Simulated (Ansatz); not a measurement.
# ScAl₃: what the electrons do

Space group I4/mmm. The cell comes from a database of computed structures, not from a measurement.

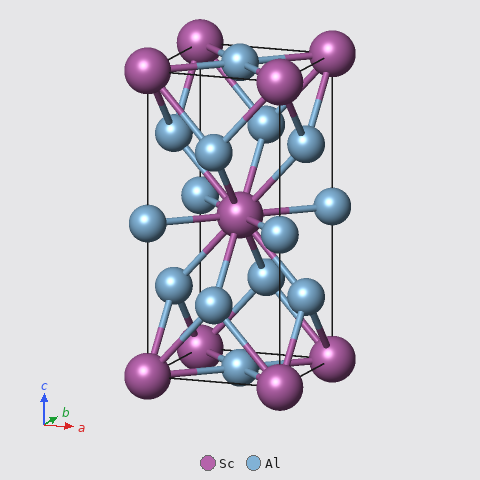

The conventional cell.

```
Sc Al
1.0
     4.02559    0.00000    0.00000
     0.00000    4.02559    0.00000
     0.00000    0.00000    8.84639
Sc Al
2 6
Direct
  0.00000 0.00000 0.00000
  0.50000 0.50000 0.50000
  0.00000 0.50000 0.25000
  0.50000 0.00000 0.75000
  0.50000 0.00000 0.25000
  0.00000 0.50000 0.75000
  0.50000 0.50000 0.00000
  0.00000 0.00000 0.50000
```

These are results of DFT PBE, scalar-relativistic, plane waves, PAW (Ansatz 0.2.0), not measurements.

Core electrons are frozen (PAW), so the maps are meaningful between the atoms, not at the nuclei.

Part 1: Bonding charge

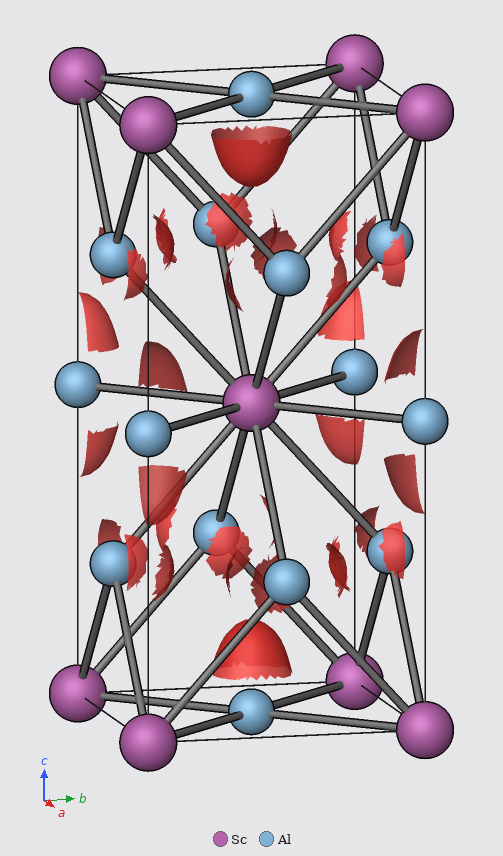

Bonding charge density, ρ(crystal) − Σ ρ(neutral atoms): red surfaces at −0.03, none at +0.03 e/Å³, in the conventional cell seen slightly off an axis (the regions close to the nuclei are left out). Cores are masked to 1.0 Å (Sc) and 0.8 Å (Al).

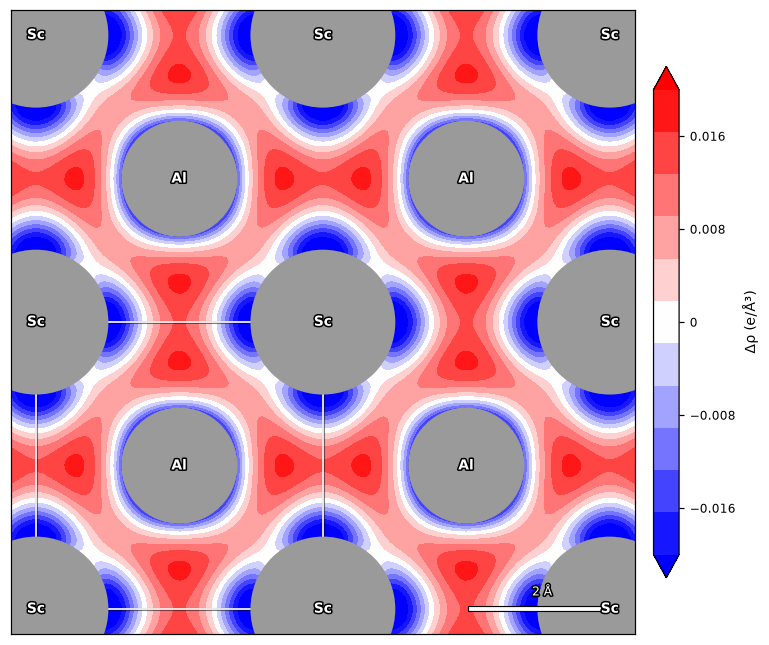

Second picture: a map on the (001) plane of the conventional cell, with grey discs over the atomic cores.

Question: Describe the bonding charge.

Answer: Al–Sc (2.85 Å): Δρ is +0.007 e/Å³ at the midpoint.
Al–Al (2.85 Å): Δρ is +0.02 e/Å³ at the midpoint (this contact isn't in the plane drawn).
Over the whole cell, outside the masked cores, the largest gain, 0.03 e/Å³, lies 1.6 Å from an aluminium nucleus and 2.0 Å from a scandium one, and the largest loss lies at the edge of the masked core of Al.
In all about 0.14 e an atom is rearranged against the free atoms.

Part 2: States by energy

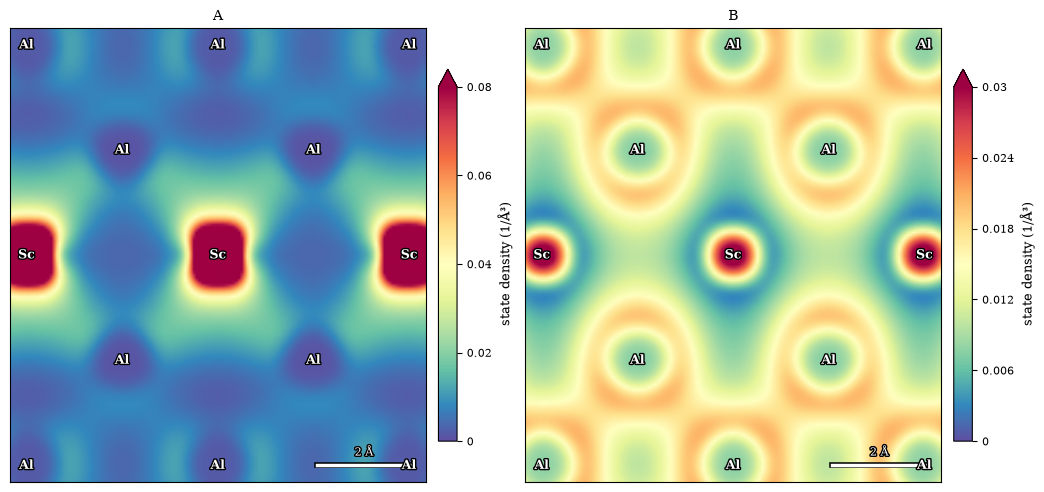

ScAl₃: densities of the states in two energy windows, on the (100) plane of the conventional cell.

Question: Match the panels to the energy ranges (zero at the Fermi level): −6.3 to −3.1 eV and 0.0 to +1.2 eV.

Answer: Panel A: 0.0 to +1.2 eV, the empty states just over the Fermi level, mainly Sc 3d (60 %) and Al 3p (35 %).
Panel B: −6.3 to −3.1 eV, the middle third of the occupied valence band, mainly Al 3p (50 %), Al 3s (30 %) and Sc 3d (10 %).
The characters are Löwdin shares on a minimal set of atomic orbitals. At the bottom of an sp band the diffuse p orbitals of such a set take a share of s-like charge between the atoms, so the p share there is overstated.

Part 3: Change of volume

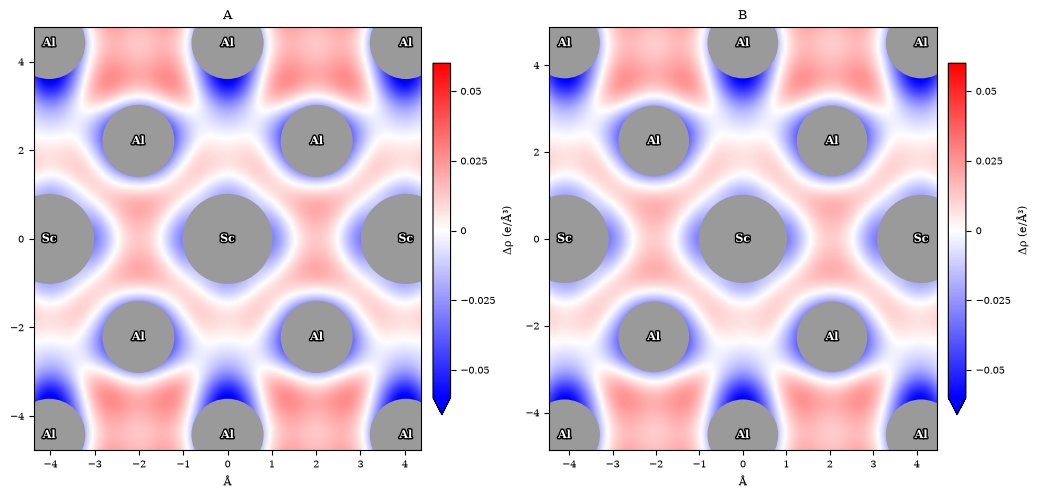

ScAl₃: deformation density on the (010) plane of the conventional cell at two volumes, with the same fractional coordinates and one colour scale. Grey discs cover the cores. Panel B has 106 % of the volume of panel A.

Question: How do bonds, bonding charge and pressure respond to this change of volume?

Answer: The pressure is −0.4 GPa in A and −4.6 GPa in B.
The rearranged charge is 0.14 e an atom in A and 0.14 e in B.

Part 4: Moving an atom

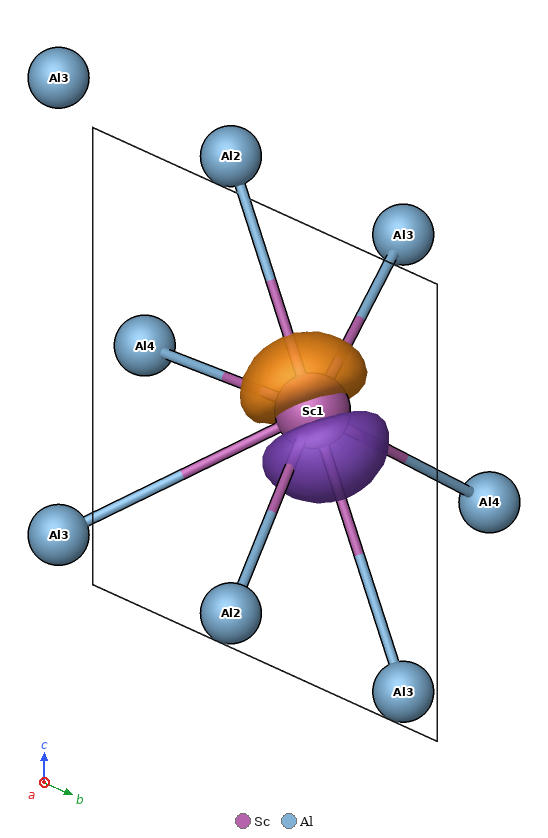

ScAl₃: one atom of the 4-atom cell (and its periodic copies) was moved a little. Density after less density before, orange at +0.5 and purple at −0.5 e/Å³, seen along the a axis; cell a = 4.03 Å, b = 4.03 Å, c = 5.26 Å, α = 112.50°, β = 112.50°, γ = 90.00°. The lobes lie largely inside the PAW sphere, where the density is a smoothed one.

Question: Which atom moved, and which way?

Answer: Sc1 moved towards the orange lobe, upwards in the picture. In the run the shift was 0.15 Å roughly along [0 −1 2] in the axes of the cell drawn.

Question: What restoring force does the calculation give for this move?

Answer: The force on it changes by 1.18 eV/Å along the move, against it: a stiffness of about 7.8 eV/Å² for this sublattice shift.

Part 5: Another level of theory

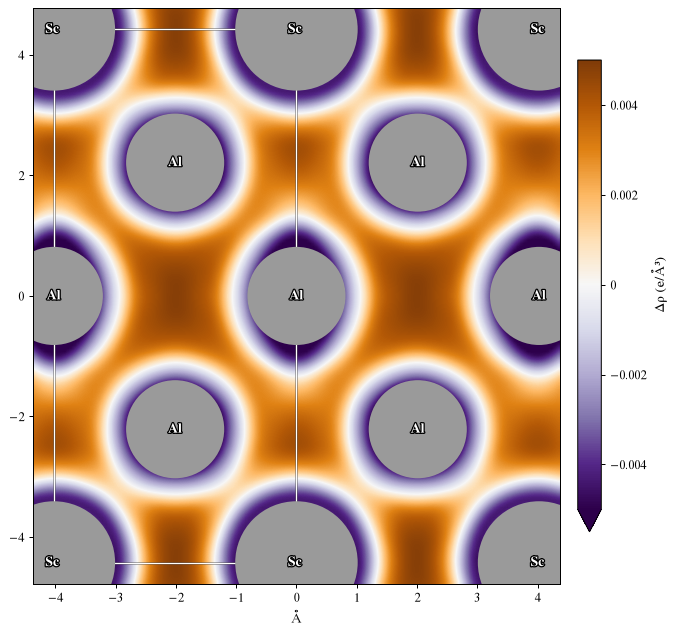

ScAl₃: difference of two self-consistent densities at the same geometry, ρ(r2SCAN) − ρ(PBE), on the (100) plane of the conventional cell. Grey discs cover the cores, where the PAW densities can't be compared. Cores are masked to 1.0 Å (Sc) and 0.8 Å (Al).

Both runs: Ansatz, scalar-relativistic, plane waves and PAW, same cutoff, k-points and PAW files (made with PBE).

Question: What differs between the two levels of theory?

Answer: Against PBE, and outside the masked cores, the largest gain, 0.005 e/Å³, lies 2.0 Å from a scandium nucleus and 2.0 Å from an aluminium one, and the largest loss lies at the edge of the masked core of Al.
- Bader charges are Sc +1.21 and Al −0.42 to −0.36 e with PBE and Sc +1.32 and Al −0.47 to −0.39 e with r2SCAN. Among metals such charges hang on how the charge between the atoms is shared out.
- At this volume the pressure is 0 GPa with PBE and −2 GPa with r2SCAN.

Part 6: Putting it together

The two pressures give a mean stiffness −ΔP/Δln V of about 72 GPa over this range, with the atoms held at their fractional positions.

Run times: 60 s (base cell), 15 s (state densities), 53 s (scaled cell), 2.9 min (moved atom) and 73 s (r2SCAN), on 1 thread of Arm Neoverse N1, on a shared host.
